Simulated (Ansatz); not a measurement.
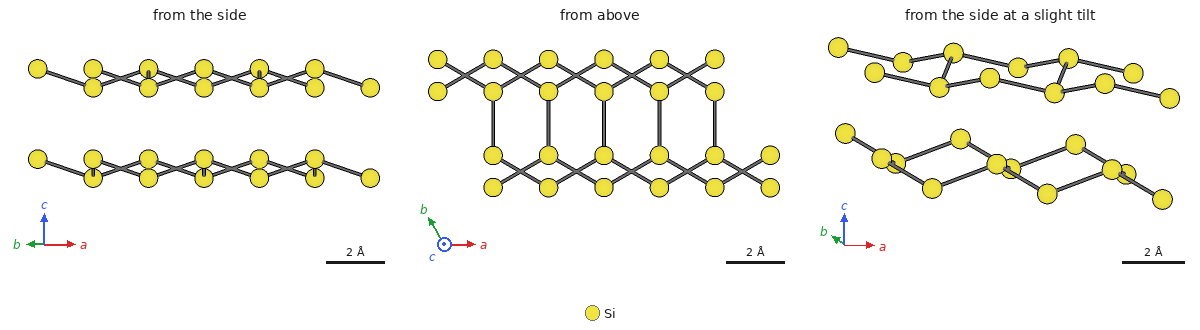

A ball-and-stick picture of a periodic sheet, seen from the side, from above and from the side at a slight tilt. The surface normal points up in side views; the vacuum is left out. 3×2 cells are drawn in the plane, with atoms at the edges repeated.

The cell holds 4 Si.

### How far does the slab extend along the normal?

About 3.8 Å from the lowest to the highest atom.

### Write the layer sequence, upper face first.

Four planes: Si / Si / Si / Si.

### How is it built?

Each Si has three Si in a trigonal pyramidal arrangement at about 2.3 Å. The bonds build Si layers parallel to the surface.

It goes back to a structure type filled with this element by a generator (whether the element takes this form wasn't checked). The atoms were relaxed in a fixed cell with Ansatz, DFT PBE+D3(BJ), scalar-relativistic, plane waves, PAW.
